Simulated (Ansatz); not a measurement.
**Single-point calculation of Sr5Ti4O15 (part 2 of 2)**

The same run, continued: Sr5Ti4O15 (slab, 24 atoms in the cell); DFT PBEsol, scalar-relativistic, plane waves, PAW, no spin polarisation (Ansatz 0.2.0); cutoff 420 eV, 6×6×1 k-mesh, Gaussian smearing of 0.05 eV. The structure derives from an entry of the Crystallography Open Database. It belongs to a series of runs on one base structure; here: (1 1 1) slab cut from the bulk.

Geometry of the input (Å; fractional positions):
```
5.5029  0.0000  0.0000
-2.7514  4.7656  0.0000
0.0000  0.0000  23.9862
Sr 0.6667  0.3333  0.3127
O  0.1667  0.8333  0.3127
O  0.1667  0.3333  0.3127
O  0.6667  0.8333  0.3127
Ti 0.0000  0.0000  0.3595
Sr 0.3333  0.6667  0.4063
O  0.8333  0.1667  0.4063
O  0.8333  0.6667  0.4063
O  0.3333  0.1667  0.4063
Ti 0.6667  0.3333  0.4532
Sr 0.0000  0.0000  0.5000
O  0.5000  0.5000  0.5000
O  0.5000  0.0000  0.5000
O  -0.0000  0.5000  0.5000
Ti 0.3333  0.6667  0.5468
Sr 0.6667  0.3333  0.5937
O  0.1667  0.8333  0.5937
O  0.1667  0.3333  0.5937
O  0.6667  0.8333  0.5937
Ti 0.0000  0.0000  0.6405
Sr 0.3333  0.6667  0.6873
O  0.8333  0.1667  0.6873
O  0.8333  0.6667  0.6873
O  0.3333  0.1667  0.6873
```

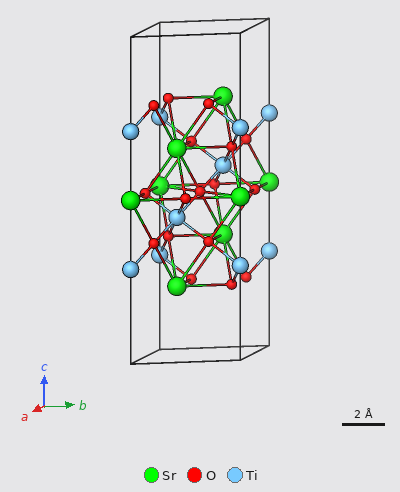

Fig. 1: The input geometry (ball-and-stick view of the cell of the calculation, with the vacuum cut short, seen slightly off an axis). An atom can appear more than once, as a periodic image.

Output, continued
```
  k-point 0: bands = ["-55.1723", "-55.1702", "-54.5673", "-54.5673", "-31.8521", "-31.8521", "-31.6907", "-31.6173", "-31.6173", "-31.5983", "-31.5972", "-31.5821", "-31.5821", "-31.4439", "-31.4267", "-31.0113", "-31.0113", "-31.0113", "-31.0113", "-31.0093", "-31.0066", "-16.4886", "-16.2041", "-15.7405", "-15.5339", "-15.5339", "-15.3920", "-15.3920", "-15.2476", "-15.2476", "-15.0079", "-14.8437", "-14.4239", "-14.4239", "-14.4010", "-14.4010", "-14.0194", "-13.9147", "-13.9147", "-13.8728", "-13.8381", "-13.8381", "-13.7227", "-13.7227", "-13.5254", "-13.5254", "-13.4691", "-13.4691", "-13.4577", "-13.3845", "-13.1515", "-3.5442", "-3.1155", "-3.1056", "-3.1056", "-2.9964", "-2.7877", "-2.7877", "-2.5430", "-2.5028", "-2.5028", "-2.2797", "-2.2451", "-2.2451", "-2.1063", "-2.1063", "-1.6149", "-1.5181", "-1.5070", "-1.5070", "-1.1164", "-0.8848", "-0.8848", "-0.7214", "-0.7214", "-0.3943", "-0.3943", "-0.2391", "-0.1749", "-0.1749", "-0.0043", "0.1577", "0.2118", "0.2118", "0.5079", "0.5155", "0.5155", "0.5335", "0.8497", "0.8497", "1.0896", "1.1261", "1.1261", "1.1266", "1.2242", "1.2242", "3.2457", "3.3186", "3.3186", "4.2352", "4.2907", "4.2907", "5.1074", "5.1074", "5.1120", "5.4486", "5.4486", "5.4618", "6.0262", "6.0262", "6.0475", "6.1563", "6.5929", "6.5929", "7.1435", "7.3634", "7.3634", "7.4475"]
  k-point 1: bands = ["-55.1722", "-55.1703", "-54.5673", "-54.5673", "-31.8524", "-31.8524", "-31.7002", "-31.6269", "-31.6179", "-31.5995", "-31.5884", "-31.5816", "-31.5733", "-31.4419", "-31.4272", "-31.0114", "-31.0113", "-31.0104", "-31.0094", "-31.0086", "-31.0069", "-16.5039", "-16.2509", "-15.8194", "-15.5510", "-15.5053", "-15.4193", "-15.4128", "-15.3633", "-15.2910", "-15.0098", "-14.9026", "-14.4957", "-14.4931", "-14.4884", "-14.4813", "-13.9869", "-13.8793", "-13.8397", "-13.7762", "-13.7649", "-13.6933", "-13.6883", "-13.6362", "-13.4811", "-13.4672", "-13.4225", "-13.3882", "-13.3637", "-13.3193", "-13.1388", "-3.4810", "-3.2631", "-3.1092", "-3.0851", "-2.9695", "-2.8460", "-2.7239", "-2.6573", "-2.4852", "-2.3612", "-2.3257", "-2.2848", "-2.2190", "-2.1169", "-2.0832", "-1.5554", "-1.5186", "-1.4885", "-1.4793", "-1.1796", "-0.8790", "-0.8781", "-0.7697", "-0.7665", "-0.6203", "-0.4813", "-0.3781", "-0.3336", "-0.1340", "-0.0646", "-0.0642", "0.1385", "0.2131", "0.2564", "0.2606", "0.5946", "0.6082", "0.6316", "0.7459", "0.9287", "0.9678", "1.0024", "1.0257", "1.1184", "1.1824", "3.3232", "3.5250", "3.5928", "4.2744", "4.4079", "4.4553", "5.0859", "5.1457", "5.1561", "5.3690", "5.3762", "5.4130", "6.0305", "6.1082", "6.2421", "6.3662", "6.8721", "6.8779", "7.2821", "7.3558", "7.3648", "7.6120"]
  k-point 2: bands = ["-55.1719", "-55.1706", "-54.5673", "-54.5673", "-31.8529", "-31.8528", "-31.7178", "-31.6321", "-31.6190", "-31.5992", "-31.5821", "-31.5808", "-31.5648", "-31.4359", "-31.4276", "-31.0114", "-31.0114", "-31.0113", "-31.0090", "-31.0045", "-31.0042", "-16.5554", "-16.2752", "-15.9347", "-15.6945", "-15.5806", "-15.4676", "-15.4479", "-15.3778", "-15.3602", "-15.0929", "-15.0294", "-14.6076", "-14.6020", "-14.5538", "-14.5286", "-13.9285", "-13.8864", "-13.7103", "-13.6432", "-13.6312", "-13.6105", "-13.5444", "-13.4781", "-13.4096", "-13.3479", "-13.2528", "-13.2485", "-13.2187", "-13.1752", "-13.0796", "-3.5122", "-3.3548", "-3.2787", "-3.1179", "-3.0008", "-2.7980", "-2.5808", "-2.5284", "-2.4589", "-2.4121", "-2.3698", "-2.2403", "-2.0929", "-2.0373", "-2.0089", "-1.6475", "-1.5369", "-1.5358", "-1.3687", "-1.2984", "-1.2773", "-1.0319", "-0.9989", "-0.7971", "-0.7253", "-0.6577", "-0.5468", "-0.4381", "-0.2786", "-0.2116", "-0.1450", "-0.1142", "0.0389", "0.0503", "0.2386", "0.4071", "0.4808", "0.4940", "0.5402", "0.6334", "0.6411", "0.7104", "0.7528", "1.0847", "1.1287", "3.3887", "4.0370", "4.0998", "4.2906", "4.6643", "4.6961", "5.0400", "5.1505", "5.1749", "5.1846", "5.2056", "5.3216", "6.0301", "6.4848", "6.6951", "6.7620", "7.2678", "7.3529", "7.5589", "7.5880", "7.7970", "7.9116"]
  k-point 6: bands = ["-55.1713", "-55.1711", "-54.5673", "-54.5673", "-31.8530", "-31.8530", "-31.7248", "-31.6378", "-31.6377", "-31.5800", "-31.5798", "-31.5798", "-31.5632", "-31.4293", "-31.4293", "-31.0116", "-31.0094", "-31.0081", "-31.0081", "-31.0049", "-31.0049", "-16.3778", "-16.3778", "-16.1504", "-16.0115", "-15.5110", "-15.5110", "-15.4415", "-15.3321", "-15.3321", "-15.1377", "-15.1377", "-14.8611", "-14.7820", "-14.4021", "-14.4021", "-13.8997", "-13.8997", "-13.6075", "-13.5998", "-13.5998", "-13.3914", "-13.3914", "-13.3907", "-13.3902", "-13.1907", "-13.1907", "-13.1784", "-13.1672", "-13.0950", "-13.0950", "-3.3527", "-3.3526", "-3.2053", "-3.1512", "-2.9685", "-2.9685", "-2.6304", "-2.5709", "-2.5709", "-2.3947", "-2.3947", "-2.2505", "-2.0618", "-2.0618", "-2.0019", "-1.6932", "-1.6932", "-1.6114", "-1.5577", "-1.5577", "-0.9808", "-0.9057", "-0.9057", "-0.8511", "-0.6387", "-0.6271", "-0.5685", "-0.5685", "-0.3660", "-0.3660", "-0.2678", "-0.2678", "-0.2207", "-0.0436", "-0.0436", "0.2976", "0.3219", "0.3219", "0.4861", "0.5551", "0.5551", "0.6577", "0.6691", "0.7396", "0.7396", "4.1115", "4.1475", "4.1475", "4.6574", "4.6574", "4.6814", "5.0652", "5.0652", "5.0934", "5.1389", "5.1389", "5.1582", "6.3756", "6.5706", "6.5707", "7.2680", "7.2680", "7.9832", "7.9832", "8.0666", "8.1105", "8.1492"]
```

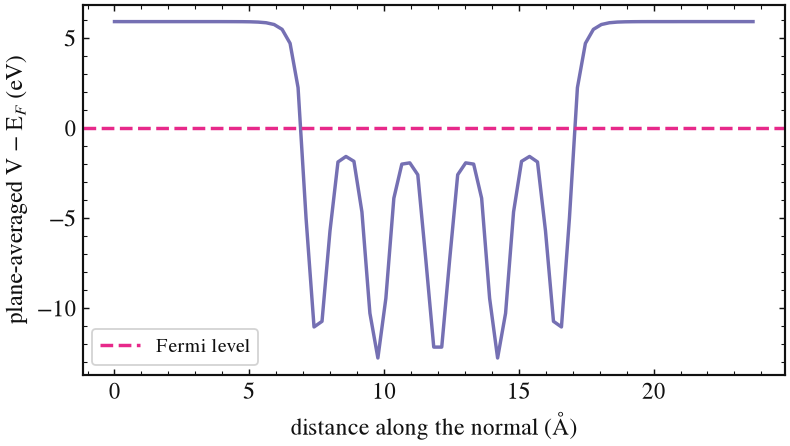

Fig. 2: Plane average of the electrostatic potential energy of an electron across the cell, from the Fermi level. The vacuum level lies 5.88 eV above the Fermi level.

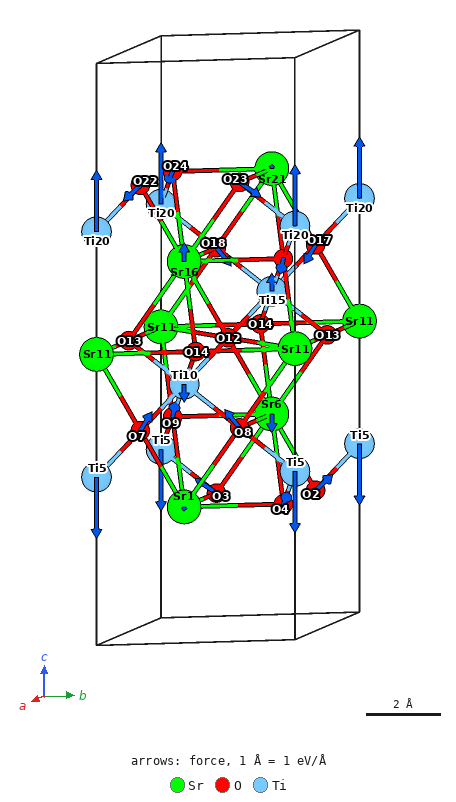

Fig. 3: Forces on the atoms as blue arrows (ball-and-stick view of the cell of the calculation, with the vacuum cut short, seen slightly off an axis; atoms are numbered from 1 in the order of the input). The largest act on Ti5, Ti20 (1.71 eV/Å); O2, O3, O4, O22, O23, O24 (0.75 eV/Å); O7, O8, O9, O17, O18, O19 (0.67 eV/Å); Sr6, Sr16 (0.54 eV/Å), among others. The geometry is not a stationary point of this energy.

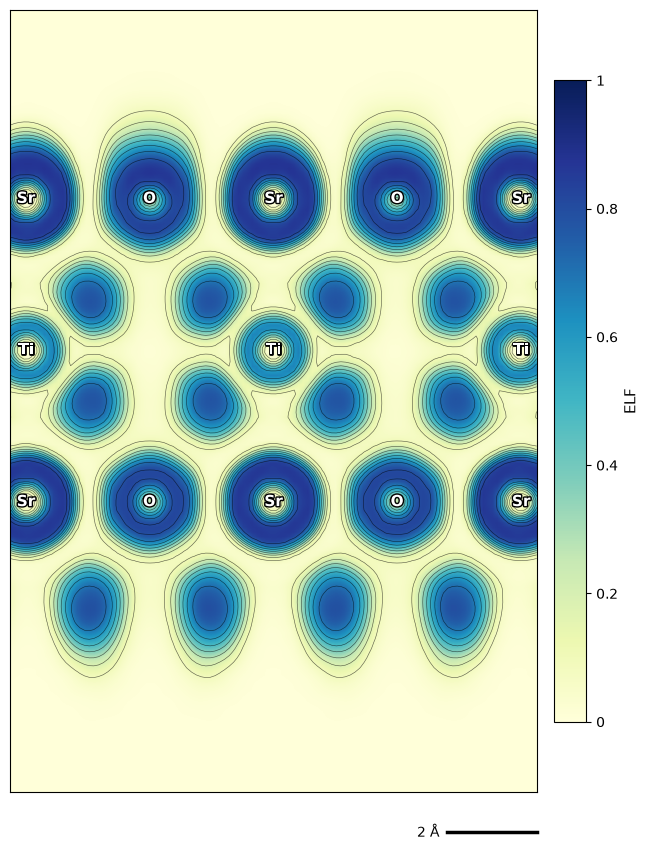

Fig. 4: Electron localisation function on the (100) plane of the calculation cell, a cut from vacuum to vacuum. Sr–O (2.75 Å): the ELF is about 0.05 at the midpoint; no shared pair; the contact is polar. The strong features right at Sr and Ti lie inside the PAW spheres (semicore, d or f shells) and say nothing about bonding. In a PAW calculation such maps are meaningful between the atoms, not at the nuclei.

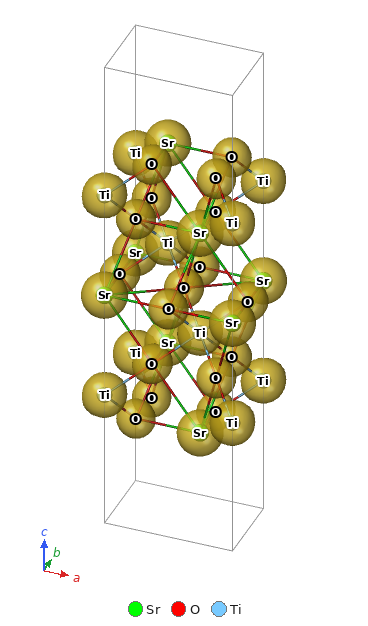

Fig. 5: Isosurface of the valence electron density at 1.5 e/Å³ (yellow), seen slightly off an axis. Sticks mark near contacts. At this value the density breaks into separate islands; it holds about 55 % of the electrons treated as valence (semicore included). It is pinched off along the Ti–O (1.95 Å) and Sr–O (2.75 Å) contacts. On the grid the lowest density along these lines, outside the cores, is 0.73 e/Å³ (Ti–O, 1.95 Å) and 0.15 e/Å³ (Sr–O, 2.75 Å).

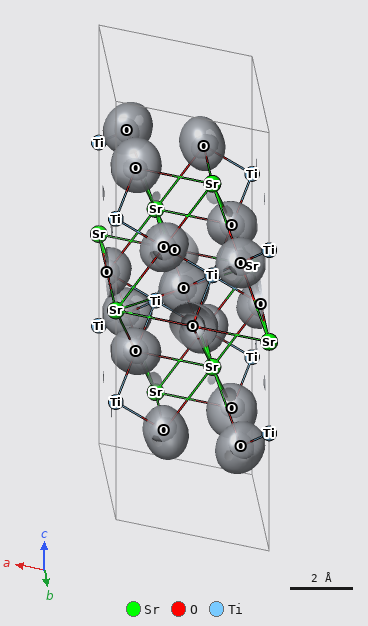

Fig. 6: Isosurface of the electron localisation function at 0.75 (grey), seen at an oblique angle. Only the valence region is drawn (cores and ρ < 0.01 e/Å³ removed). Sticks mark near contacts. Along the contacts the grid gives the following. Ti–O (1.95 Å): the ELF is about 0.20 at the midpoint (no shared pair; the contact is polar). Sr–O (2.75 Å): the ELF is about 0.05 at the midpoint; no shared pair; the contact is polar.

Summary

- outcome: converged
- electrons treated: 188
- free energy: −35794.7656 eV
- work function, top face: 5.88 eV
- work function, bottom face: 5.88 eV
- Fermi energy: 0.977 eV
- gap on the k-point mesh: none (metallic)
- work function (upper face): 5.88 eV
- largest force (length of the vector): 1.712 eV/Å
- wall time: 25 s (CPU time 49 s)
- peak memory: 1.3 GiB

The program warns: the exchange-correlation potential is rough where the density is thin.
